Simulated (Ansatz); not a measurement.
```xyz
27
Lattice="7.9096 0.0000 0.0000 -3.9548 6.8499 0.0000 0.0000 0.0000 9.0849" Properties=species:S:1:pos:R:3 pbc="T T T"
P    -0.3195    6.3069    2.8017
P    -0.3196    1.7402    5.8300
P     3.6353    4.0235    8.8582
P    -1.3473    3.4198    2.8017
P     2.6075    5.7030    5.8300
P     2.6075    1.1365    8.8582
P     1.6669    3.9732    2.8017
P    -2.2879    6.2566    5.8300
P     5.6216    1.6899    8.8582
P     1.6668    5.1600    0.2267
P     1.6669    0.5933    3.2549
P     5.6217    2.8767    6.2832
P    -0.3195    2.8264    0.2267
P     3.6352    5.1097    3.2549
P     3.6353    0.5431    6.2832
P    -1.3473    5.7134    0.2267
P     6.5623    1.1469    3.2549
P     2.6075    3.4302    6.2832
P     4.9538    4.5666    1.5142
P     4.9539    0.0000    4.5425
P     0.9991    2.2833    7.5707
P     1.4778    2.0069    1.5142
P    -2.4769    4.2902    4.5425
P     1.4779    6.5735    7.5707
P     5.4326    0.2765    1.5142
P     1.4779    2.5597    4.5425
P    -2.4769    4.8430    7.5707
```

Space group R32; a structure generated by program, which may or may not match a known phase; computed without spin polarisation.

Level of theory: DFT PBE, scalar-relativistic, plane waves, PAW (Ansatz).

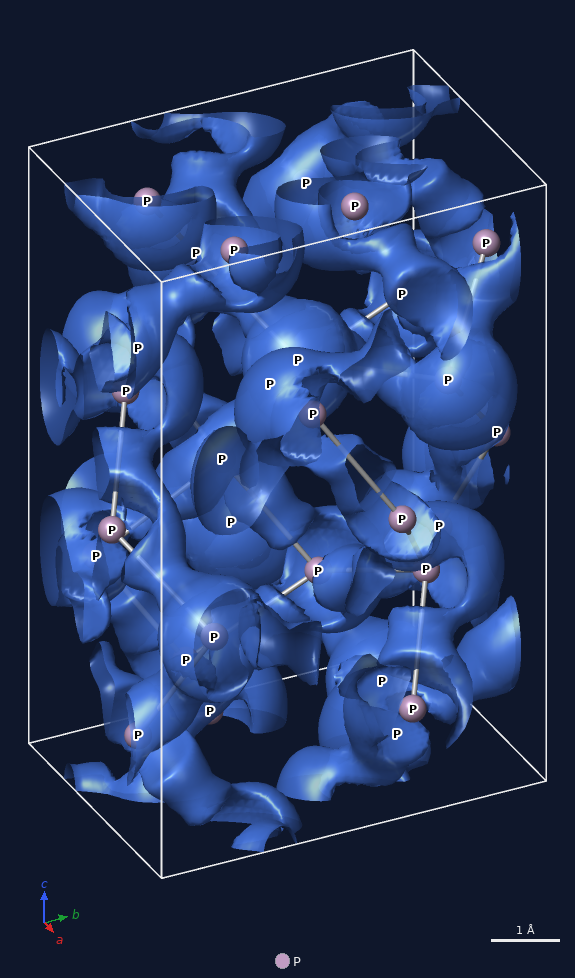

P. Isosurface of the ELF at 0.75 (blue), seen slightly off an axis. Only the valence region is drawn (cores and ρ < 0.01 e/Å³ removed). Sticks mark near contacts.

### Where are the electrons localised?

At this value the surface marks out one network that runs through the whole crystal, counted in one cell of 27 atoms. Any copies at cell faces, edges or corners count once. There are no localised bonds or lone pairs at this value. Profiles from the grid: P–P (2.25 Å): the ELF peaks at about 0.90 between the atoms. P–P (2.32 Å): the ELF peaks at about 0.85 between the atoms.
